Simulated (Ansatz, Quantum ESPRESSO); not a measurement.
# Evanescent states of LiH, rock salt type, lattice constant set to 3.802 Å, part 2 of 3

Wanted: the complex band structure of LiH, rock salt type, lattice constant set to 3.802 Å, as for a tunnel barrier.

Quantum ESPRESSO 7.5; plane-wave DFT, PBEsol, GBRV ultrasoft pseudopotentials; cross-check by Ansatz 0.2.0 with PAW datasets.

So far. Step 2 (Ground state): The run needed 10 iterations to bring the estimated error under 1e-09 Ry.

## 3. Complex bands with pwcond.x

Level of this step: complex band structure by pwcond; plane-wave DFT, PBEsol, GBRV ultrasoft pseudopotentials (Quantum ESPRESSO).

ikind = 0 solves one period of the crystal for all kz, real and complex, at each energy and k across. ewind and epsproj trim the two-dimensional plane-wave basis; nz1 sets the subslabs.

cbs.in

```
&inputcond
  outdir = './out'
  prefixl = 'scf'
  band_file = 'cbs'
  ikind = 0
  ewind = 4.0
  epsproj = 1e-05
  nz1 = 7
  energy0 = 6.9
  denergy = -0.23
/
4
  0.00000000 0.00000000 1.00000000
  0.50000000 0.00000000 1.00000000
  0.50000000 0.50000000 1.00000000
  0.25000000 0.00000000 1.00000000
40
```

On the command line:

```bash
> OMP_NUM_THREADS=1 mpirun -n 2 pwcond.x -in cbs.in > cbs.out
```

Log:

```text
[banner, memory and clock lines left out]
Program PWCOND v.7.5 starts

          URL

     ./out/scf.save/

     IMPORTANT: XC functional enforced from input :
     Exchange-correlation= PBESOL
                           (   1   4  10   8   0   0   0)
     Any further DFT definition will be discarded
     Please, verify this is what you really want

     Reading collected, re-writing distributed wavefunctions

===== INPUT FILE containing the left lead =====

     GEOMETRY:

     lattice parameter (alat)  =       5.0804  a.u.
     the volume                =     185.4398 (a.u.)^3
     the cross section         =      25.8102 (a.u.)^2
     l of the unit cell        =       1.4142 (alat)
     number of atoms/cell      =            4
     number of atomic types    =            2

     crystal axes: (cart. coord. in units of alat)
               a(1) = (  1.0000  0.0000  0.0000 )
               a(2) = (  0.0000  1.0000  0.0000 )
               a(3) = (  0.0000  0.0000  1.4142 )

   Cartesian axes

     site n.     atom                  positions (alat units)
          1        Li     tau(  1)=(  0.0000  0.0000  1.4142  )
          2        H      tau(  2)=(  0.5000  0.5000  1.4142  )
          3        Li     tau(  3)=(  0.5000  0.5000  0.7071  )
          4        H      tau(  4)=(  0.0000  0.0000  0.7071  )

     nr1s                      =           24
     nr2s                      =           24
     nr3s                      =           30
     nr1sx                     =           24
     nr2sx                     =           24
     nr3sx                     =           30
     nr1                       =           24
     nr2                       =           24
     nr3                       =           36
     nr1x                      =           24
     nr2x                      =           24
     nr3x                      =           36

 _______________________________
  Radii of nonlocal spheres:

     type       ibeta     ang. mom.          radius (alat units)
       Li         1         0                    0.3969
       Li         2         0                    0.3969
       Li         3         0                    0.3969
       Li         4         1                    0.3969
       Li         5         1                    0.3969
       H          1         0                    0.2367
       H          2         0                    0.2367
----- General information -----

----- Complex band structure calculation -----

     nrx                       =           24
     nry                       =           24
     nz1                       =            7

     energy0               =         6.9E+00
     denergy               =        -2.3E-01
     nenergy               =         40
     ecut2d                =         4.0E+01
     ewind                 =         4.0E+00
     epsproj               =         1.0E-05

     number of k_|| points=    4
                       cryst. coord.
        k(    1) = (   0.0000000   0.0000000), wk =   0.2500000
        k(    2) = (   0.5000000   0.0000000), wk =   0.2500000
        k(    3) = (   0.5000000   0.5000000), wk =   0.2500000
        k(    4) = (   0.2500000   0.0000000), wk =   0.2500000
----- Information about left lead -----

     nocros                   =           11
     noins                    =           11
     norb                     =           33
     norbf                    =           33
     nrz                      =           30

      iorb      type   ibeta   ang. mom.   m       position (alat)
        1        1       1        0        1   taunew(   1)=(  0.0000  0.0000  0.0000)
        2        1       2        0        1   taunew(   2)=(  0.0000  0.0000  0.0000)
        3        1       3        0        1   taunew(   3)=(  0.0000  0.0000  0.0000)
        4        1       4        1        1   taunew(   4)=(  0.0000  0.0000  0.0000)
        5        1       4        1        2   taunew(   5)=(  0.0000  0.0000  0.0000)
        6        1       4        1        3   taunew(   6)=(  0.0000  0.0000  0.0000)
        7        1       5        1        1   taunew(   7)=(  0.0000  0.0000  0.0000)
        8        1       5        1        2   taunew(   8)=(  0.0000  0.0000  0.0000)
        9        1       5        1        3   taunew(   9)=(  0.0000  0.0000  0.0000)
       10        2       1        0        1   taunew(  10)=(  0.5000  0.5000  0.0000)
       11        2       2        0        1   taunew(  11)=(  0.5000  0.5000  0.0000)
       12        1       1        0        1   taunew(  12)=(  0.5000  0.5000  0.7071)
       13        1       2        0        1   taunew(  13)=(  0.5000  0.5000  0.7071)
       14        1       3        0        1   taunew(  14)=(  0.5000  0.5000  0.7071)
       15        1       4        1        1   taunew(  15)=(  0.5000  0.5000  0.7071)
       16        1       4        1        2   taunew(  16)=(  0.5000  0.5000  0.7071)
       17        1       4        1        3   taunew(  17)=(  0.5000  0.5000  0.7071)
       18        1       5        1        1   taunew(  18)=(  0.5000  0.5000  0.7071)
       19        1       5        1        2   taunew(  19)=(  0.5000  0.5000  0.7071)
       20        1       5        1        3   taunew(  20)=(  0.5000  0.5000  0.7071)
       21        2       1        0        1   taunew(  21)=(  0.0000  0.0000  0.7071)
       22        2       2        0        1   taunew(  22)=(  0.0000  0.0000  0.7071)
       23        1       1        0        1   taunew(  23)=(  0.0000  0.0000  1.4142)
       24        1       2        0        1   taunew(  24)=(  0.0000  0.0000  1.4142)
       25        1       3        0        1   taunew(  25)=(  0.0000  0.0000  1.4142)
       26        1       4        1        1   taunew(  26)=(  0.0000  0.0000  1.4142)
       27        1       4        1        2   taunew(  27)=(  0.0000  0.0000  1.4142)
       28        1       4        1        3   taunew(  28)=(  0.0000  0.0000  1.4142)
       29        1       5        1        1   taunew(  29)=(  0.0000  0.0000  1.4142)
       30        1       5        1        2   taunew(  30)=(  0.0000  0.0000  1.4142)
       31        1       5        1        3   taunew(  31)=(  0.0000  0.0000  1.4142)
       32        2       1        0        1   taunew(  32)=(  0.5000  0.5000  1.4142)
       33        2       2        0        1   taunew(  33)=(  0.5000  0.5000  1.4142)
    k slab    z(k)  z(k+1)     crossing(iorb=1,norb)
    1   0.0000 0.0471 0.0471   111111111110000000000000000000000
    2   0.0471 0.0943 0.0471   111111111110000000000000000000000
    3   0.0943 0.1414 0.0471   111111111110000000000000000000000
    4   0.1414 0.1886 0.0471   111111111110000000000000000000000
    5   0.1886 0.2357 0.0471   111111111110000000000000000000000
    6   0.2357 0.2828 0.0471   111111111110000000000000000000000
    7   0.2828 0.3300 0.0471   111111111001111111110000000000000
    8   0.3300 0.3771 0.0471   111111111001111111110000000000000
    9   0.3771 0.4243 0.0471   111111111001111111110000000000000
   10   0.4243 0.4714 0.0471   000000000001111111111100000000000
   11   0.4714 0.5185 0.0471   000000000001111111111100000000000
   12   0.5185 0.5657 0.0471   000000000001111111111100000000000
   13   0.5657 0.6128 0.0471   000000000001111111111100000000000
   14   0.6128 0.6600 0.0471   000000000001111111111100000000000
   15   0.6600 0.7071 0.0471   000000000001111111111100000000000
   16   0.7071 0.7542 0.0471   000000000001111111111100000000000
   17   0.7542 0.8014 0.0471   000000000001111111111100000000000
   18   0.8014 0.8485 0.0471   000000000001111111111100000000000
   19   0.8485 0.8957 0.0471   000000000001111111111100000000000
   20   0.8957 0.9428 0.0471   000000000001111111111100000000000
   21   0.9428 0.9899 0.0471   000000000001111111111100000000000
   22   0.9899 1.0371 0.0471   000000000001111111110011111111100
   23   1.0371 1.0842 0.0471   000000000001111111110011111111100
   24   1.0842 1.1314 0.0471   000000000001111111110011111111100
   25   1.1314 1.1785 0.0471   000000000000000000000011111111111
   26   1.1785 1.2257 0.0471   000000000000000000000011111111111
   27   1.2257 1.2728 0.0471   000000000000000000000011111111111
   28   1.2728 1.3199 0.0471   000000000000000000000011111111111
   29   1.3199 1.3671 0.0471   000000000000000000000011111111111
   30   1.3671 1.4142 0.0471   000000000000000000000011111111111
 ngper, shell number =           89          15
 ngper, n2d =           89          40
---  E-Ef =    6.9000000  k =    0.0000000   0.0000000
---  ie =          1  ik =          1
 Nchannels of the left tip =            1
 Right moving states:
   k1(2pi/a)   k2(2pi/a)   E-Ef (eV)
   0.2902289   0.0000000   6.9000000
 Left moving states:
   k1(2pi/a)   k2(2pi/a)   E-Ef (eV)
  -0.2902289  -0.0000000   6.9000000

---  E-Ef =    6.6700000  k =    0.0000000   0.0000000
---  ie =          2  ik =          1
 Nchannels of the left tip =            1
 Right moving states:
   k1(2pi/a)   k2(2pi/a)   E-Ef (eV)
   0.2789050   0.0000000   6.6700000
 Left moving states:
   k1(2pi/a)   k2(2pi/a)   E-Ef (eV)
  -0.2789050  -0.0000000   6.6700000
[... further energies and points left out ...]
---  E-Ef =   -1.8400000  k =    0.2500000   0.0000000
---  ie =         39  ik =          4
 Nchannels of the left tip =            1
 Right moving states:
   k1(2pi/a)   k2(2pi/a)   E-Ef (eV)
  -0.2123315   0.0000000  -1.8400000
 Left moving states:
   k1(2pi/a)   k2(2pi/a)   E-Ef (eV)
   0.2123315   0.0000000  -1.8400000

---  E-Ef =   -2.0700000  k =    0.2500000   0.0000000
---  ie =         40  ik =          4
 Nchannels of the left tip =            1
 Right moving states:
   k1(2pi/a)   k2(2pi/a)   E-Ef (eV)
  -0.2405034  -0.0000000  -2.0700000
 Left moving states:
   k1(2pi/a)   k2(2pi/a)   E-Ef (eV)
   0.2405033   0.0000000  -2.0700000

Note: The following floating-point exceptions are signalling: IEEE_UNDERFLOW_FLAG
Note: The following floating-point exceptions are signalling: IEEE_UNDERFLOW_FLAG
```

Wall time 18 s (2 MPI ranks of Arm Neoverse N1, shared host); peak memory 0.09 GiB.

This step gave:

| Quantity | Value |
| --- | --- |
| peak of the smallest κ at the zone centre | 0.132 Å⁻¹ |
| energy of the peak at the zone centre | 1.15 eV |
| peak of the smallest κ at (1/2, 1/2) | 0.619 Å⁻¹ |
| peak of the smallest κ at (1/4, 0) | 0.276 Å⁻¹ |

K across = (0, 0) in the cell's reciprocal vectors; values within 0.0025 1/Å of each other count once, columns are sorted by size at each energy, a dash where no further value was kept. The Im kz of the slowest decaying states by energy, zero at the highest filled level of the SCF mesh:

| energy (eV) | decay 1 (Å⁻¹) | decay 2 (Å⁻¹) | decay 3 (Å⁻¹) |
| --- | --- | --- | --- |
| -2.07 | 1.90 | 1.95 | 2.10 |
| -0.92 | 1.82 | 2.03 | 2.03 |
| 0.00 | 1.75 | 1.97 | 2.00 |
| 0.92 | 0.129 | 1.68 | 1.90 |
| 2.07 | 0.103 | 1.58 | 1.82 |
| 2.99 | 1.50 | 1.75 | 1.87 |
| 3.91 | 1.42 | 1.68 | 1.83 |
| 5.06 | 1.31 | 1.59 | 1.77 |
| 5.98 | 1.21 | 1.51 | 1.73 |

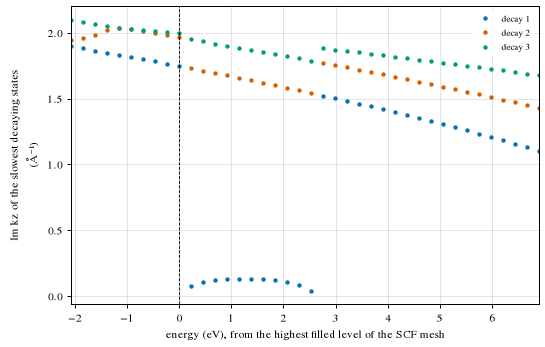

Im kz of the slowest decaying states against energy.

K across = (0, 0) in the cell's reciprocal vectors. Table of Re kz of states that move upwards, channel 1 by energy, zero at the highest filled level of the SCF mesh:

| energy (eV) | Re kz of states that move upwards, channel 1 (Å⁻¹) |
| --- | --- |
| -2.07 | -0.371 |
| -1.61 | -0.303 |
| -0.92 | -0.202 |
| -0.46 | -0.130 |
| 0.00 | -0.00208 |
| 0.46 | - |
| 1.15 | - |
| 1.61 | - |
| 2.07 | - |
| 2.76 | 0.0665 |
| 3.22 | 0.137 |
| 3.68 | 0.190 |
| 4.37 | 0.260 |
| 4.83 | 0.303 |
| 5.29 | 0.344 |
| 5.75 | 0.384 |
| 6.44 | 0.442 |
| 6.90 | 0.480 |

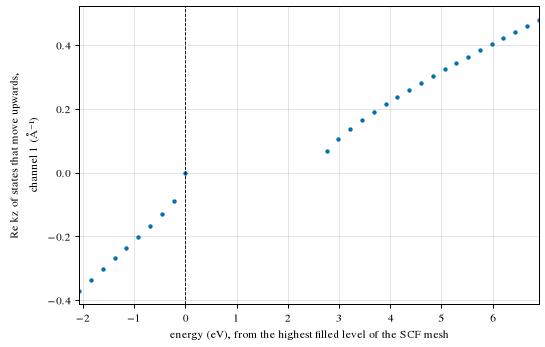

Re kz of states that move upwards, channel 1 against energy.

K across = (1/2, 0) in the cell's reciprocal vectors; values within 0.0025 1/Å of each other count once, columns are sorted by size at each energy, a dash where no further value was kept. Im kz of the slowest decaying states against energy, zero at the highest filled level of the SCF mesh:

| energy (eV) | decay 1 (Å⁻¹) | decay 2 (Å⁻¹) | decay 3 (Å⁻¹) |
| --- | --- | --- | --- |
| -2.07 | 1.23 | 2.23 | 3.16 |
| -1.61 | 1.25 | 2.20 | 3.15 |
| -0.92 | 1.25 | 2.16 | 3.12 |
| -0.46 | 1.24 | 2.13 | 3.10 |
| 0.00 | 1.1 | 1.35 | 2.10 |
| 0.46 | 1.03 | 1.39 | 2.08 |
| 1.15 | 0.935 | 1.42 | 2.03 |
| 1.61 | 0.873 | 1.43 | 2 |
| 2.07 | 0.81 | 1.43 | 1.97 |
| 2.76 | 0.708 | 1.43 | 1.92 |
| 3.22 | 0.633 | 1.43 | 1.89 |
| 3.68 | 0.549 | 1.42 | 1.86 |
| 4.37 | 0.391 | 1.41 | 1.81 |
| 4.83 | 0.232 | 1.40 | 1.77 |
| 5.29 | 1.38 | 1.74 | 2.84 |
| 5.75 | 1.37 | 1.70 | 2.82 |
| 6.44 | 1.35 | 1.65 | 2.78 |
| 6.90 | 1.33 | 1.61 | 2.76 |

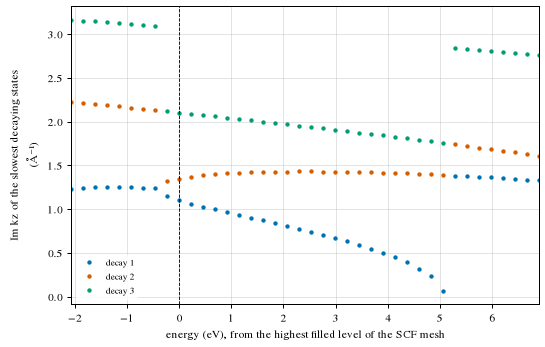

Im kz of the slowest decaying states, plotted against energy.

K across = (1/2, 1/2) in the cell's reciprocal vectors; values within 0.0025 1/Å of each other count once, columns are sorted by size at each energy, a dash where no further value was kept. Table of Im kz of the slowest decaying states by energy, zero at the highest filled level of the SCF mesh:

| energy (eV) | decay 1 (Å⁻¹) | decay 2 (Å⁻¹) | decay 3 (Å⁻¹) |
| --- | --- | --- | --- |
| -2.07 | 0.912 | 1.11 | 3.02 |
| -1.38 | 0.761 | 1.03 | 2.99 |
| -0.69 | 0.5 | 0.934 | 2.95 |
| 0.00 | 0.83 | 2.92 | 3.21 |
| 0.69 | 0.568 | 0.711 | 2.89 |
| 1.38 | 0.568 | 0.688 | 2.85 |
| 2.07 | 0.373 | 0.748 | 2.82 |
| 2.76 | 0.78 | 2.78 | 3.10 |
| 3.45 | 0.794 | 2.75 | 3.07 |
| 4.14 | 0.797 | 2.71 | 3.04 |
| 4.83 | 0.791 | 2.67 | 3.01 |
| 5.52 | 0.777 | 2.63 | 2.98 |
| 6.21 | 0.756 | 2.59 | 2.95 |
| 6.90 | 0.728 | 2.55 | 2.92 |

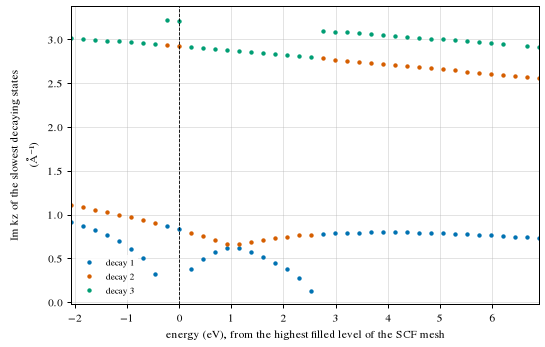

Im kz of the slowest decaying states, plotted against energy.

K across = (1/4, 0) in the cell's reciprocal vectors; values within 0.0025 1/Å of each other count once, columns are sorted by size at each energy, a dash where no further value was kept. Im kz of the slowest decaying states against energy, zero at the highest filled level of the SCF mesh:

| energy (eV) | decay 1 (Å⁻¹) | decay 2 (Å⁻¹) | decay 3 (Å⁻¹) |
| --- | --- | --- | --- |
| -2.07 | 1.59 | 1.88 | 1.99 |
| -1.38 | 1.53 | 1.86 | 1.94 |
| -0.69 | 1.46 | 1.84 | 1.89 |
| 0.00 | 0.206 | 1.39 | 1.81 |
| 0.69 | 0.258 | 1.32 | 1.78 |
| 1.38 | 0.276 | 1.24 | 1.74 |
| 2.07 | 0.268 | 1.16 | 1.69 |
| 2.76 | 0.235 | 1.07 | 1.63 |
| 3.45 | 0.159 | 0.97 | 1.57 |
| 4.14 | 0.866 | 1.52 | 1.63 |
| 4.83 | 0.753 | 1.45 | 1.60 |
| 5.52 | 0.632 | 1.39 | 1.56 |
| 6.21 | 0.507 | 1.32 | 1.52 |
| 6.90 | 0.374 | 1.25 | 1.49 |

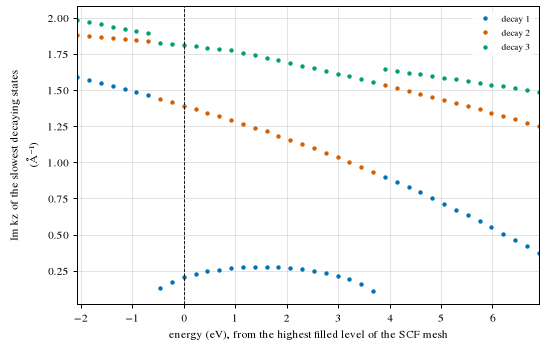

Im kz of the slowest decaying states against energy.

## 4. Complex bands with pwcond.x, with epsproj = 0.001

How much does a setting matter? One run is repeated with a change.

cbs.w.in is the input of step 3 with these lines changed:

```diff
@@ -3,6 +3,6 @@
   prefixl = 'scf'
-  band_file = 'cbs'
+  band_file = 'cbs.w'
   ikind = 0
   ewind = 4.0
-  epsproj = 1e-05
+  epsproj = 0.001
   nz1 = 7
```

On the command line:

```bash
> OMP_NUM_THREADS=1 mpirun -n 2 pwcond.x -in cbs.w.in > cbs.w.out
```

Log:

```text
[banner, memory and clock lines left out]
Program PWCOND v.7.5 starts
[citation notice left out]

[...]
./out/scf.save/

     IMPORTANT: XC functional enforced from input :
     Exchange-correlation= PBESOL
                           (   1   4  10   8   0   0   0)
     Any further DFT definition will be discarded
     Please, verify this is what you really want

     Reading collected, re-writing distributed wavefunctions

===== INPUT FILE containing the left lead =====

     GEOMETRY:

     lattice parameter (alat)  =       5.0804  a.u.
     the volume                =     185.4398 (a.u.)^3
     the cross section         =      25.8102 (a.u.)^2
     l of the unit cell        =       1.4142 (alat)
     number of atoms/cell      =            4
     number of atomic types    =            2

     crystal axes: (cart. coord. in units of alat)
               a(1) = (  1.0000  0.0000  0.0000 )
               a(2) = (  0.0000  1.0000  0.0000 )
               a(3) = (  0.0000  0.0000  1.4142 )

   Cartesian axes

     site n.     atom                  positions (alat units)
          1        Li     tau(  1)=(  0.0000  0.0000  1.4142  )
          2        H      tau(  2)=(  0.5000  0.5000  1.4142  )
          3        Li     tau(  3)=(  0.5000  0.5000  0.7071  )
          4        H      tau(  4)=(  0.0000  0.0000  0.7071  )

     nr1s                      =           24
     nr2s                      =           24
     nr3s                      =           30
     nr1sx                     =           24
     nr2sx                     =           24
     nr3sx                     =           30
     nr1                       =           24
     nr2                       =           24
     nr3                       =           36
     nr1x                      =           24
     nr2x                      =           24
     nr3x                      =           36

 _______________________________
  Radii of nonlocal spheres:

     type       ibeta     ang. mom.          radius (alat units)
       Li         1         0                    0.3969
       Li         2         0                    0.3969
       Li         3         0                    0.3969
       Li         4         1                    0.3969
       Li         5         1                    0.3969
       H          1         0                    0.2367
       H          2         0                    0.2367
----- General information -----

----- Complex band structure calculation -----

     nrx                       =           24
     nry                       =           24
     nz1                       =            7

     energy0               =         6.9E+00
     denergy               =        -2.3E-01
     nenergy               =         40
     ecut2d                =         4.0E+01
     ewind                 =         4.0E+00
     epsproj               =         1.0E-03

     number of k_|| points=    4
                       cryst. coord.
        k(    1) = (   0.0000000   0.0000000), wk =   0.2500000
        k(    2) = (   0.5000000   0.0000000), wk =   0.2500000
        k(    3) = (   0.5000000   0.5000000), wk =   0.2500000
        k(    4) = (   0.2500000   0.0000000), wk =   0.2500000
----- Information about left lead -----

     nocros                   =           11
     noins                    =           11
     norb                     =           33
     norbf                    =           33
     nrz                      =           30

      iorb      type   ibeta   ang. mom.   m       position (alat)
        1        1       1        0        1   taunew(   1)=(  0.0000  0.0000  0.0000)
        2        1       2        0        1   taunew(   2)=(  0.0000  0.0000  0.0000)
[...]
33        2       2        0        1   taunew(  33)=(  0.5000  0.5000  1.4142)
    k slab    z(k)  z(k+1)     crossing(iorb=1,norb)
    1   0.0000 0.0471 0.0471   111111111110000000000000000000000
    2   0.0471 0.0943 0.0471   111111111110000000000000000000000
[...]
30   1.3671 1.4142 0.0471   000000000000000000000011111111111
 ngper, shell number =           89          15
 ngper, n2d =           89          19
---  E-Ef =    6.9000000  k =    0.0000000   0.0000000
---  ie =          1  ik =          1
 Nchannels of the left tip =            1
 Right moving states:
   k1(2pi/a)   k2(2pi/a)   E-Ef (eV)
   0.2900331  -0.0000000   6.9000000
 Left moving states:
   k1(2pi/a)   k2(2pi/a)   E-Ef (eV)
  -0.2900331  -0.0000000   6.9000000

---  E-Ef =    6.6700000  k =    0.0000000   0.0000000
---  ie =          2  ik =          1
 Nchannels of the left tip =            1
 Right moving states:
   k1(2pi/a)   k2(2pi/a)   E-Ef (eV)
   0.2787096  -0.0000000   6.6700000
 Left moving states:
   k1(2pi/a)   k2(2pi/a)   E-Ef (eV)
  -0.2787096  -0.0000000   6.6700000
[... further energies and points left out ...]
---  E-Ef =   -1.8400000  k =    0.2500000   0.0000000
---  ie =         39  ik =          4
 Nchannels of the left tip =            1
 Right moving states:
   k1(2pi/a)   k2(2pi/a)   E-Ef (eV)
  -0.2128700  -0.0000000  -1.8400000
 Left moving states:
   k1(2pi/a)   k2(2pi/a)   E-Ef (eV)
   0.2128699   0.0000000  -1.8400000

---  E-Ef =   -2.0700000  k =    0.2500000   0.0000000
---  ie =         40  ik =          4
 Nchannels of the left tip =            1
 Right moving states:
   k1(2pi/a)   k2(2pi/a)   E-Ef (eV)
  -0.2410424  -0.0000000  -2.0700000
 Left moving states:
   k1(2pi/a)   k2(2pi/a)   E-Ef (eV)
   0.2410423   0.0000000  -2.0700000

[...]
```

Elapsed: 8.6 s, on 2 MPI ranks; peak memory 0.09 GiB; 17 s of CPU time.

The changed values were drawn from a wide range, not chosen for quality; the comparison shows what they did here together.

Beside the run it was changed from:

| quantity | this run | unchanged run | difference |
| --- | --- | --- | --- |
| peak of the smallest κ at the zone centre (Å⁻¹) | 0.132 | 0.132 | 0 |
| peak of the smallest κ at (1/2, 1/2) (Å⁻¹) | 0.62 | 0.619 | 0.0010 |
| wall time (s) | 8.6 | 18 |  |

The physical values in this table move by up to 0.16 %.

(Continued in part 3 of 3.)

[Logs are printed without paths, hosts, clocks, repeated set-up lines and the standing remarks that a program may print on its own settings, such as how far it seeks lower states.]

[Hosts, paths, dates, database ids (printed as entryN), source tags and the programs' standing remarks are cut or masked in the printed files.]

[Maps of the electrostatic potential energy from Ansatz leave out the sawtooth potential of an applied field or a dipole correction, so their vacuum need not be flat; planar profiles and work functions include it.]
